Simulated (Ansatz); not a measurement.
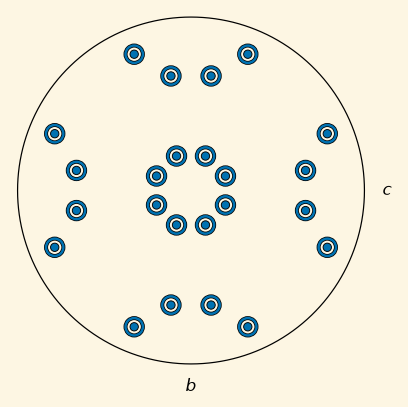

Stereographic projection: filled dots lie in the upper hemisphere, open rings in the lower. The a axis points at the viewer. The poles are all faces of one general form. Computed from the symmetry operations of a computed or model structure of composition Si3N4, which need not be its known form.

Name the crystal class.

Answer. m-3m (Oh), order 48, cubic system: three fourfold axes, four threefold axes, six twofold axes, nine mirror planes, an inversion centre.

Can such a crystal be piezoelectric, pyroelectric or chiral?

Answer. It is centrosymmetric, so neither piezoelectric nor pyroelectric; it is not chiral.
